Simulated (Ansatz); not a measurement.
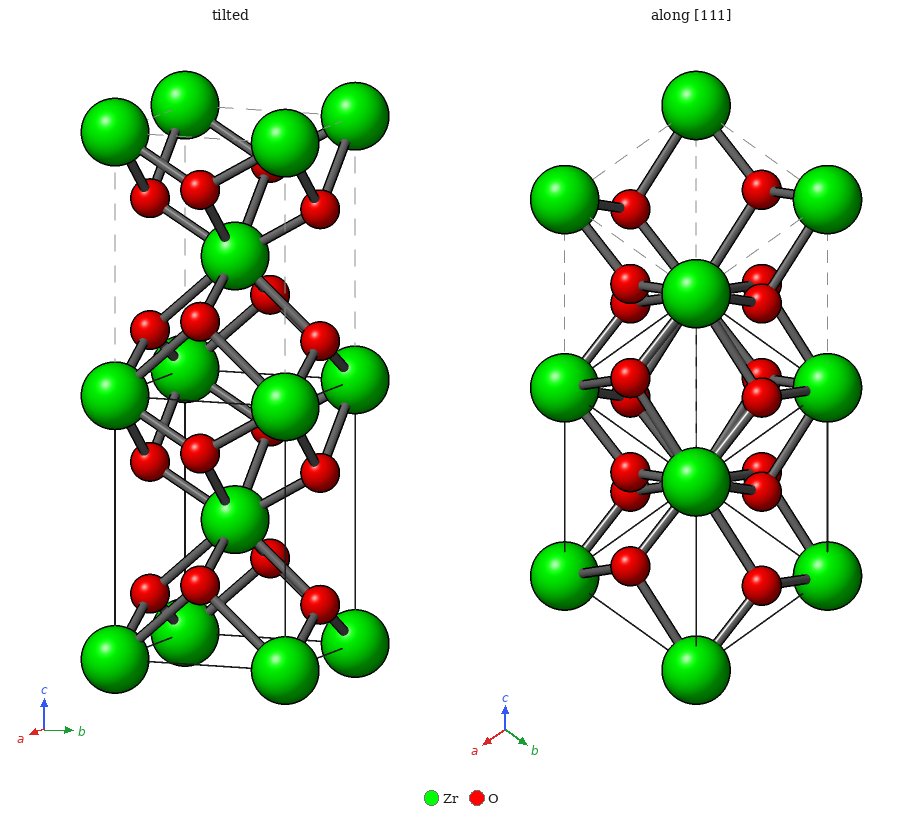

Drawn in the ball-and-stick manner and seen slightly off an axis and along [111]. The drawing covers 1×1×2 cells, and the solid lines enclose one conventional unit cell. Cell: a = 3.600 Å, b = 3.600 Å, c = 5.225 Å, α = 90.00°, β = 90.00°, γ = 90.00°.

In words:

Its composition is ZrO2. The structure has P4_2/nmc (No. 137) symmetry and a primitive tetragonal lattice. Atoms per cell: 6 (2 Zr, 4 O). Zr is coordinated by eight O in a distorted cubic arrangement at about 2.1 to 2.4 Å. O is linked to four Zr in a distorted tetrahedral arrangement at about 2.1 to 2.4 Å. Not all metal-metal contacts are counted. The bonds build a three-dimensional framework.

The cell started as a structure listed in the Materials Project. Earlier steps of the study may have refined or changed the cell and positions. It went into a calculation with Ansatz.
